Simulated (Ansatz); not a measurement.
**Geometry relaxation of Na6Cl (part 3 of 3)**

Na6Cl (slab, 14 atoms in the cell); DFT PBE+D3(BJ), scalar-relativistic, plane waves, PAW, no spin polarisation (Ansatz 0.2.0); cutoff 420 eV, 3×3×1 k-mesh, Gaussian smearing of 0.1 eV. The structure derives from an entry of the Crystallography Open Database. The input holds or restrains some coordinates. Forces given for the steps count only the free coordinates. It belongs to a series of runs on one base structure; here: 1 Cl2 a cell, flat, over a bridge Na-Na site.

Geometry of the input (Å; fractional positions):
```
7.0632  0.0000  0.0000
-2.3544  6.6593  0.0000
0.0000  0.0000  23.7671
Na 0.2500  0.2500  0.3366
Na 0.2500  0.7500  0.3366
Na 0.7500  0.2500  0.3366
Na 0.7500  0.7500  0.3366
Na 0.5000  0.5000  0.4602
Na 0.5000  0.0000  0.4602
Na 0.0000  0.5000  0.4602
Na 0.0000  0.0000  0.4602
Na 0.7500  0.7500  0.5837
Na 0.7500  0.2500  0.5837
Na 0.2500  0.7500  0.5837
Na 0.2500  0.2500  0.5837
Cl 1.0000  0.5000  0.7058
Cl 1.0815  0.7994  0.7058
```

Trajectory as extended XYZ, continued
```
14
Lattice="7.0632 0.0000 0.0000 -2.3544 6.6593 0.0000 0.0000 0.0000 23.7671" Properties=species:S:1:pos:R:3:forces:R:3 step=9 energy=-20002.13826
Na    1.1772    1.6648    8.0000   -0.0166   0.0001   0.0401
Na    0.0000    4.9944    8.0000   -0.0196  -0.0038   0.0323
Na    4.7088    1.6648    8.0000    0.0162   0.0022   0.0245
Na    3.5316    4.9944    8.0000    0.0170  -0.0039   0.0285
Na    2.3469    3.3201   11.0854    0.0071   0.0017   0.1051
Na    3.5207   -0.0213   11.0403   -0.0067  -0.0218   0.0335
Na   -1.1714    3.3184   10.9689    0.0032   0.0046  -0.0138
Na    0.0103   -0.0118   10.9877   -0.0058  -0.0046   0.0188
Na    3.7359    4.9043   14.2543    0.0955  -0.0513   0.1423
Na    4.6344    1.5832   13.9428   -0.0506  -0.1600  -0.0745
Na    0.0043    4.9225   14.1281    0.0565  -0.0760   0.0911
Na    1.0672    1.6295   14.2452   -0.1013   0.0338   0.1462
Cl    6.1232    2.8432   15.5484    0.0622   0.0109  -0.3305
Cl    5.4846    6.1863   15.7309   -0.0569   0.2682  -0.2432
14
Lattice="7.0632 0.0000 0.0000 -2.3544 6.6593 0.0000 0.0000 0.0000 23.7671" Properties=species:S:1:pos:R:3:forces:R:3 step=10 energy=-20002.26879
Na    1.1772    1.6648    8.0000   -0.0169   0.0028   0.0440
Na    0.0000    4.9944    8.0000   -0.0230  -0.0060   0.0251
Na    4.7088    1.6648    8.0000    0.0168   0.0034   0.0237
Na    3.5316    4.9944    8.0000    0.0183  -0.0087   0.0314
Na    2.3518    3.3179   11.1409    0.0147   0.0058   0.0739
Na    3.5139   -0.0415   11.0498   -0.0182  -0.0301  -0.0248
Na   -1.1670    3.3158   10.9646    0.0021   0.0030  -0.0096
Na    0.0094   -0.0202   10.9971   -0.0073  -0.0073   0.0167
Na    3.8028    4.8342   14.3214    0.0923  -0.1087   0.0962
Na    4.5873    1.4643   13.8600   -0.0037  -0.1169  -0.0317
Na    0.0555    4.9499   14.1321    0.0638   0.0776   0.0217
Na    1.0402    1.6918   14.2254    0.0327   0.0958  -0.0640
Cl    6.0769    2.8846   15.3652   -0.1778   0.0575  -0.1425
Cl    5.4886    6.2983   15.6649    0.0061   0.0318  -0.0599
14
Lattice="7.0632 0.0000 0.0000 -2.3544 6.6593 0.0000 0.0000 0.0000 23.7671" Properties=species:S:1:pos:R:3:forces:R:3 step=11 energy=-20002.37158
Na    1.1772    1.6648    8.0000   -0.0186   0.0065   0.0470
Na    0.0000    4.9944    8.0000   -0.0331  -0.0202   0.0124
Na    4.7088    1.6648    8.0000    0.0233   0.0153   0.0231
Na    3.5316    4.9944    8.0000    0.0209  -0.0142   0.0289
Na    2.3744    3.3324   11.1629    0.0154   0.0109   0.0550
Na    3.4855   -0.0510   10.9814   -0.0220  -0.0262  -0.0298
Na   -1.1516    3.3086   10.9981    0.0028   0.0016  -0.0233
Na   -0.0081   -0.0388   10.9982   -0.0073  -0.0076   0.0123
Na    3.9090    4.7756   14.3798    0.0572  -0.1070   0.0825
Na    4.5587    1.3333   13.7896   -0.0006  -0.0957  -0.0227
Na    0.0999    5.0216   14.1239    0.0797   0.0623   0.0045
Na    1.0117    1.7460   14.1580    0.0343   0.0877  -0.0817
Cl    5.9729    2.9269   15.1997   -0.1636   0.0704  -0.0812
Cl    5.5379    6.3844   15.6550    0.0116   0.0162  -0.0264
14
Lattice="7.0632 0.0000 0.0000 -2.3544 6.6593 0.0000 0.0000 0.0000 23.7671" Properties=species:S:1:pos:R:3:forces:R:3 step=12 energy=-20002.42426
Na    1.1772    1.6648    8.0000   -0.0201   0.0079   0.0486
Na    0.0000    4.9944    8.0000   -0.0448  -0.0316  -0.0115
Na    4.7088    1.6648    8.0000    0.0274   0.0234   0.0148
Na    3.5316    4.9944    8.0000    0.0255  -0.0185   0.0273
Na    2.4025    3.3507   11.2013    0.0172   0.0154   0.0226
Na    3.4528   -0.0707   10.9196   -0.0197  -0.0075  -0.0307
Na   -1.1385    3.3031   11.0032    0.0053  -0.0035  -0.0131
Na   -0.0259   -0.0583   11.0080   -0.0091  -0.0065   0.0099
Na    3.9683    4.6807   14.4748   -0.1017   0.1463   0.0127
Na    4.5462    1.1953   13.7416    0.0504  -0.0315   0.0060
Na    0.1881    5.0861   14.1270   -0.0409   0.0155   0.0204
Na    0.9922    1.8367   14.0720   -0.0093   0.0094  -0.0195
Cl    5.8515    2.9848   15.0590    0.1247  -0.1438  -0.0167
Cl    5.5779    6.4708   15.6073   -0.0053   0.0249  -0.0702
14
Lattice="7.0632 0.0000 0.0000 -2.3544 6.6593 0.0000 0.0000 0.0000 23.7671" Properties=species:S:1:pos:R:3:forces:R:3 step=13 energy=-20002.45665
Na    1.1772    1.6648    8.0000   -0.0236   0.0160   0.0495
Na    0.0000    4.9944    8.0000   -0.0496  -0.0406  -0.0355
Na    4.7088    1.6648    8.0000    0.0354   0.0333  -0.0082
Na    3.5316    4.9944    8.0000    0.0274  -0.0221   0.0082
Na    2.4692    3.4695   11.2339    0.0014   0.0030  -0.0037
Na    3.3722    0.0092   10.8507   -0.0035   0.0145   0.0068
Na   -1.0877    3.2766   10.9715    0.0039  -0.0025   0.0021
Na   -0.0712   -0.1016   10.9957    0.0059   0.0012  -0.0003
Na    3.8767    4.6656   14.5388    0.0070  -0.0304  -0.0016
Na    4.7044    1.0763   13.7127    0.0182  -0.0398  -0.0215
Na    0.1180    5.1479   14.0039    0.0114   0.0258  -0.0247
Na    1.0988    1.8807   13.9925    0.0359   0.0260  -0.0400
Cl    5.9242    2.9968   14.8851   -0.0130  -0.0105   0.0474
Cl    5.5002    6.5002   15.4866   -0.0566   0.0261   0.0219
14
Lattice="7.0632 0.0000 0.0000 -2.3544 6.6593 0.0000 0.0000 0.0000 23.7671" Properties=species:S:1:pos:R:3:forces:R:3 step=14 energy=-20002.48085
Na    1.1772    1.6648    8.0000   -0.0274   0.0222   0.0476
Na    0.0000    4.9944    8.0000   -0.0484  -0.0427  -0.0357
Na    4.7088    1.6648    8.0000    0.0435   0.0394  -0.0155
Na    3.5316    4.9944    8.0000    0.0277  -0.0218  -0.0032
Na    2.5126    3.5505   11.2409   -0.0064   0.0118  -0.0271
Na    3.3283    0.0852   10.8273    0.0147   0.0124   0.0221
Na   -1.0471    3.2600   10.9712   -0.0034  -0.0005   0.0011
Na   -0.0799   -0.1242   10.9854    0.0146   0.0030  -0.0252
Na    3.8486    4.5674   14.5780    0.0370  -0.0431   0.0095
Na    4.8623    0.9638   13.6892    0.0593  -0.0397   0.0326
Na    0.0191    5.2275   13.9409    0.0308  -0.0003  -0.0013
Na    1.1990    1.9400   13.9112    0.0106  -0.0052   0.0063
Cl    5.9822    2.9841   14.8166   -0.0627   0.1397   0.0320
Cl    5.3499    6.5703   15.4021   -0.0900  -0.0753  -0.0433
14
Lattice="7.0632 0.0000 0.0000 -2.3544 6.6593 0.0000 0.0000 0.0000 23.7671" Properties=species:S:1:pos:R:3:forces:R:3 step=15 energy=-20002.52985
Na    1.1772    1.6648    8.0000   -0.0285   0.0250   0.0399
Na    0.0000    4.9944    8.0000   -0.0475  -0.0384  -0.0272
Na    4.7088    1.6648    8.0000    0.0486   0.0430  -0.0214
Na    3.5316    4.9944    8.0000    0.0302  -0.0215  -0.0174
Na    2.5283    3.6027   11.2269   -0.0199   0.0003  -0.0255
Na    3.3260    0.1404   10.8399    0.0357   0.0192   0.0371
Na   -1.0271    3.2517   10.9757   -0.0087  -0.0013   0.0090
Na   -0.0671   -0.1340   10.9605    0.0176   0.0084  -0.0345
Na    3.7682    4.4639   14.5830    0.0880  -0.0588  -0.0080
Na    5.0386    0.8864   13.7325    0.0706  -0.0163   0.0852
Na    0.0086    5.2923   13.9021   -0.0026  -0.0072   0.0033
Na    1.2241    1.9674   13.8921    0.0119  -0.0160   0.0219
Cl    6.0078    3.0496   14.7931   -0.0504   0.0549   0.0102
Cl    5.1987    6.5536   15.2949   -0.1448   0.0088  -0.0726
14
Lattice="7.0632 0.0000 0.0000 -2.3544 6.6593 0.0000 0.0000 0.0000 23.7671" Properties=species:S:1:pos:R:3:forces:R:3 step=16 energy=-20002.59122
Na    1.1772    1.6648    8.0000   -0.0286   0.0233   0.0345
Na    0.0000    4.9944    8.0000   -0.0422  -0.0260   0.0020
Na    4.7088    1.6648    8.0000    0.0498   0.0372  -0.0216
Na    3.5316    4.9944    8.0000    0.0335  -0.0135  -0.0256
Na    2.4706    3.6174   11.1718   -0.0250  -0.0024  -0.0149
Na    3.3868    0.1957   10.9107    0.0275   0.0113   0.0282
Na   -1.0692    3.2478   10.9889   -0.0070  -0.0029   0.0136
Na   -0.0261   -0.1128   10.9337    0.0035   0.0044  -0.0134
Na    3.7685    4.3222   14.4733    0.0551  -0.0275  -0.0237
Na    5.1264    0.8382   13.8707    0.0190   0.0079   0.0428
Na   -0.0312    5.3201   13.9005    0.0180  -0.0212  -0.0042
Na    1.2446    1.9645   13.9183   -0.0091  -0.0151   0.0030
Cl    6.0576    3.0741   14.8659   -0.0152   0.0367   0.0137
Cl    5.0277    6.5149   15.1987   -0.0795  -0.0122  -0.0342
14
Lattice="7.0632 0.0000 0.0000 -2.3544 6.6593 0.0000 0.0000 0.0000 23.7671" Properties=species:S:1:pos:R:3:forces:R:3 step=17 energy=-20002.61433
Na    1.1772    1.6648    8.0000   -0.0302   0.0176   0.0334
Na    0.0000    4.9944    8.0000   -0.0384  -0.0166   0.0260
Na    4.7088    1.6648    8.0000    0.0456   0.0253  -0.0185
Na    3.5316    4.9944    8.0000    0.0336  -0.0055  -0.0243
Na    2.3680    3.6126   11.1185   -0.0179  -0.0030  -0.0180
Na    3.4285    0.2325   10.9752    0.0052   0.0043   0.0020
Na   -1.1488    3.2402   11.0003    0.0051   0.0013   0.0000
Na   -0.0080   -0.0972   10.9280   -0.0036  -0.0028   0.0008
Na    3.8293    4.2412   14.3008    0.0147  -0.0017  -0.0217
Na    5.1060    0.8516   13.9449    0.0192   0.0072   0.0348
Na   -0.0029    5.2924   13.9222   -0.0111  -0.0162   0.0101
Na    1.2298    1.9213   13.9215   -0.0093  -0.0077   0.0059
Cl    6.1009    3.0687   14.9549    0.0032   0.0173   0.0027
Cl    4.9598    6.4549   15.1418   -0.0164  -0.0194  -0.0331
14
Lattice="7.0632 0.0000 0.0000 -2.3544 6.6593 0.0000 0.0000 0.0000 23.7671" Properties=species:S:1:pos:R:3:forces:R:3 step=18 energy=-20002.61433
Na    1.1772    1.6648    8.0000   -0.0302   0.0176   0.0335
Na    0.0000    4.9944    8.0000   -0.0384  -0.0166   0.0260
Na    4.7088    1.6648    8.0000    0.0456   0.0253  -0.0185
Na    3.5316    4.9944    8.0000    0.0336  -0.0055  -0.0242
Na    2.3680    3.6126   11.1185   -0.0179  -0.0030  -0.0180
Na    3.4285    0.2325   10.9752    0.0052   0.0042   0.0020
Na   -1.1488    3.2402   11.0003    0.0051   0.0013   0.0000
Na   -0.0080   -0.0972   10.9280   -0.0036  -0.0028   0.0008
Na    3.8293    4.2412   14.3008    0.0147  -0.0017  -0.0217
Na    5.1060    0.8516   13.9449    0.0192   0.0072   0.0348
Na   -0.0029    5.2924   13.9222   -0.0111  -0.0162   0.0101
Na    1.2298    1.9213   13.9215   -0.0093  -0.0077   0.0059
Cl    6.1009    3.0687   14.9549    0.0033   0.0173   0.0026
Cl    4.9598    6.4549   15.1418   -0.0164  -0.0194  -0.0333
14
Lattice="7.0632 0.0000 0.0000 -2.3544 6.6593 0.0000 0.0000 0.0000 23.7671" Properties=species:S:1:pos:R:3:forces:R:3 step=19 energy=-20002.62223
Na    1.1772    1.6648    8.0000   -0.0355   0.0048   0.0283
Na    0.0000    4.9944    8.0000   -0.0384  -0.0071   0.0325
Na    4.7088    1.6648    8.0000    0.0427   0.0162  -0.0214
Na    3.5316    4.9944    8.0000    0.0360   0.0026  -0.0290
Na    2.2708    3.6006   11.0371    0.0048  -0.0035   0.0016
Na    3.4379    0.2631   11.0015    0.0035   0.0025   0.0168
Na   -1.1868    3.2330   10.9900   -0.0081  -0.0066  -0.0135
Na   -0.0165   -0.1038   10.9353   -0.0038   0.0006   0.0055
Na    3.8695    4.1796   14.1202    0.0117  -0.0095  -0.0105
Na    5.1140    0.8544   14.0402   -0.0442   0.0097  -0.0030
Na    0.0208    5.2515   13.9181    0.0118   0.0151  -0.0103
Na    1.2077    1.8952   13.9276    0.0076  -0.0097   0.0044
Cl    6.1267    3.0779   15.0240   -0.0003  -0.0653   0.0007
Cl    4.9344    6.3786   15.0707    0.0121   0.0503  -0.0021
14
Lattice="7.0632 0.0000 0.0000 -2.3544 6.6593 0.0000 0.0000 0.0000 23.7671" Properties=species:S:1:pos:R:3:forces:R:3 step=20 energy=-20002.61173 accepted=F
Na    1.1772    1.6648    8.0000   -0.0404  -0.0103   0.0192
Na    0.0000    4.9944    8.0000   -0.0387   0.0031   0.0330
Na    4.7088    1.6648    8.0000    0.0358   0.0006  -0.0248
Na    3.5316    4.9944    8.0000    0.0379   0.0118  -0.0312
Na    2.1978    3.5689   10.9689    0.0202   0.0060   0.0263
Na    3.4556    0.2652   11.0515   -0.0149  -0.0082  -0.0042
Na   -1.2352    3.2152   10.9605    0.0043  -0.0043  -0.0224
Na   -0.0222   -0.1013   10.9448    0.0032  -0.0010   0.0164
Na    3.9664    4.1489   13.9570   -0.0249   0.0096   0.0450
Na    5.0024    0.8384   14.1212    0.0738  -0.0221   0.0041
Na    0.0194    5.1855   13.9467    0.0132   0.0103   0.0063
Na    1.2348    1.8774   13.9293   -0.0245   0.0046  -0.0160
Cl    6.1504    2.9969   15.0779   -0.0663   0.1376  -0.0307
Cl    4.9097    6.3764   15.0034    0.0212  -0.1376  -0.0211
14
Lattice="7.0632 0.0000 0.0000 -2.3544 6.6593 0.0000 0.0000 0.0000 23.7671" Properties=species:S:1:pos:R:3:forces:R:3 step=21 energy=-20002.62482
Na    1.1772    1.6648    8.0000   -0.0372  -0.0007   0.0313
Na    0.0000    4.9944    8.0000   -0.0370  -0.0021   0.0300
Na    4.7088    1.6648    8.0000    0.0375   0.0069  -0.0290
Na    3.5316    4.9944    8.0000    0.0372   0.0064  -0.0267
Na    2.2658    3.5928   11.0311   -0.0023   0.0015  -0.0036
Na    3.4366    0.2633   11.0224   -0.0010  -0.0020  -0.0071
Na   -1.2003    3.2169   10.9499    0.0031   0.0020   0.0049
Na   -0.0234   -0.1117   10.9552    0.0009  -0.0024  -0.0018
Na    3.8934    4.1671   14.0843   -0.0015   0.0011  -0.0047
Na    5.0720    0.8405   14.0515    0.0129  -0.0080   0.0072
Na    0.0342    5.2259   13.9117   -0.0090  -0.0135   0.0043
Na    1.2107    1.8850   13.9123    0.0004   0.0091  -0.0024
Cl    6.1215    3.0430   15.0219    0.0054   0.0067   0.0000
Cl    4.9441    6.3763   15.0339   -0.0094  -0.0048  -0.0024
```

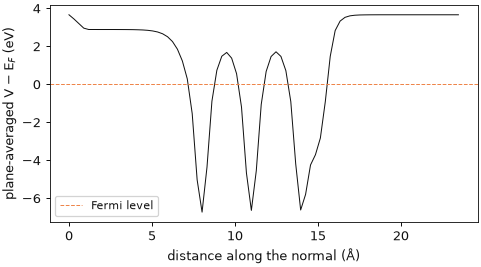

Figure 1. Plane average of the electrostatic potential energy of an electron across the cell, from the Fermi level. The vacuum level lies 3.66 eV above the Fermi level on the upper side and 2.89 eV on the lower.

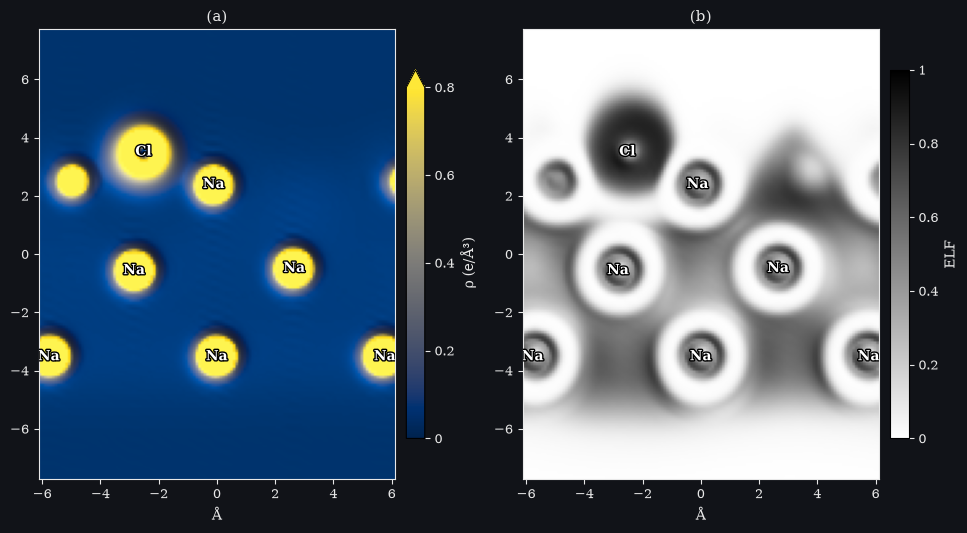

Figure 2. (a) valence electron density; (b) ELF on the (110) plane of the calculation cell, a cut from vacuum to vacuum. The section cuts through Na and Cl sites. Na–Cl (2.69 Å): ρ at the midpoint is about 0.18 e/Å³; the ELF is about 0.45 at the midpoint (no shared pair; the contact is polar). The density dies away to nearly zero in the vacuum. The strong features right at Na lie inside the PAW spheres (semicore, d or f shells) and say nothing about bonding. The fields are those of the smooth PAW valence density.

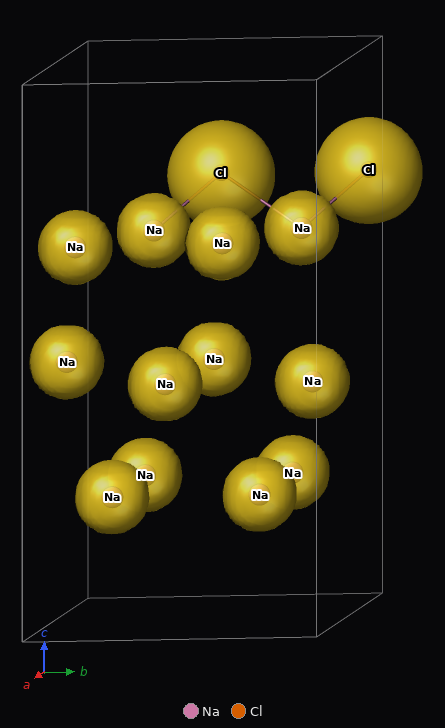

Figure 3. Isosurface of the valence charge density (pseudo) at 0.2 e/Å³ (yellow), seen slightly off an axis. Sticks mark near contacts. At this value the density breaks into separate islands; it holds about 85 % of the electrons treated as valence (semicore included). It is pinched off along the Na–Cl (2.62 Å) and Na–Cl (2.67 Å) contacts. On the grid the lowest density along these lines, outside the cores, is 0.14 e/Å³ (Na–Cl, 2.62 Å) and 0.13 e/Å³ (Na–Cl, 2.67 Å).

Results in brief

| quantity | value |
| --- | --- |
| outcome | converged under the restraints of the input |
| electrons treated | 122 |
| free energy | −20002.6248 eV |
| work function, top face | 3.66 eV |
| work function, bottom face | 2.89 eV |
| Fermi energy | −0.921 eV |
| gap on the k-point mesh | none (metallic) |
| final volume | 1117.90 Å³ |
| work function (upper face) | 3.66 eV |
| largest force (length of the vector) at the end, held atoms and coordinates included | 0.049 eV/Å |
| wall time | 4.5 min (CPU time 18 min) |
| peak memory | 1.9 GiB |

Remarks

The electronic state found may not be the lowest one. Notes on the run: the exchange-correlation potential is rough where the density is thin.
